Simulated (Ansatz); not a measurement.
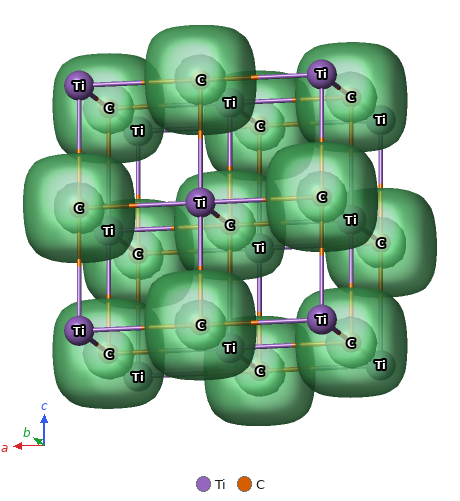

Figure. TiC. Isosurface of the ELF at 0.6 (green), seen at an oblique angle. Only the valence region is drawn (cores and ρ < 0.01 e/Å³ removed). Sticks mark near contacts.

Space group Fm-3m; a structure from a database of computed crystals, not necessarily the ambient phase; computed pressure about 2 GPa in this cell; computed without spin polarisation.

Level of theory: DFT PBEsol, scalar-relativistic, plane waves, PAW in Ansatz 0.2.0.

In a PAW calculation such maps are meaningful between the atoms, not at the nuclei.

### Identify the bonds, lone pairs and shells in this picture.

The surface consists of four regions wrapped around C (the valence shell of each), counted in one cell of 8 atoms. Regions shared between cells count once. Profiles from the grid: Ti–C (2.14 Å): the ELF peaks at about 0.80 in the valence shell of C, 0.7 Å from its nucleus, and is about 0.30 at the midpoint.

### Does the calculation give a band gap?

It is gapless in this calculation (a metal or semimetal).
